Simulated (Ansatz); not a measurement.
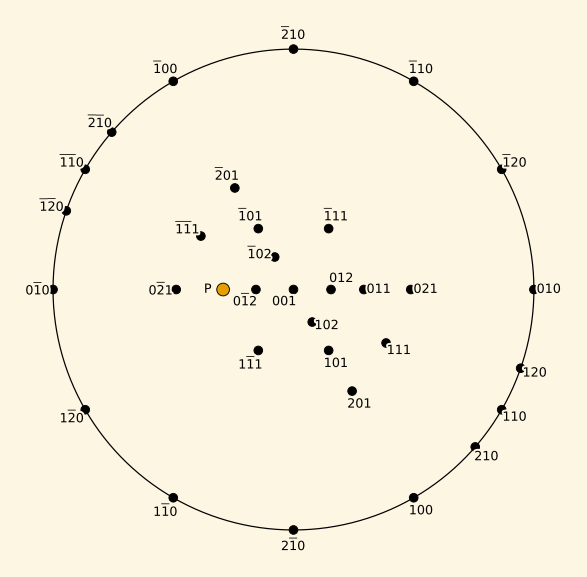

Stereographic projection of plane normals (upper hemisphere) centred on (0 0 1). Crystal: TaN, the geometry relaxed with DFT r2SCAN, scalar-relativistic, plane waves, PAW in Ansatz. Geometry calculated from the standardised cell; symmetry tolerance 0.002 Å.

a = 5.240 Å, b = 5.240 Å, c = 2.904 Å, α = 90.00°, β = 90.00°, γ = 120.00°.

Question: Index the pole marked P.

Answer: P is (0 −1 1), in four indices (0 −1 1 1), 32.6° from the centre.

Question: What is the angle between the normals of (2 0 1) and (−1 2 0), and what are their d_hkl = 1/|g|?

Answer: 90.0°; d = 1.788 Å and 2.620 Å.
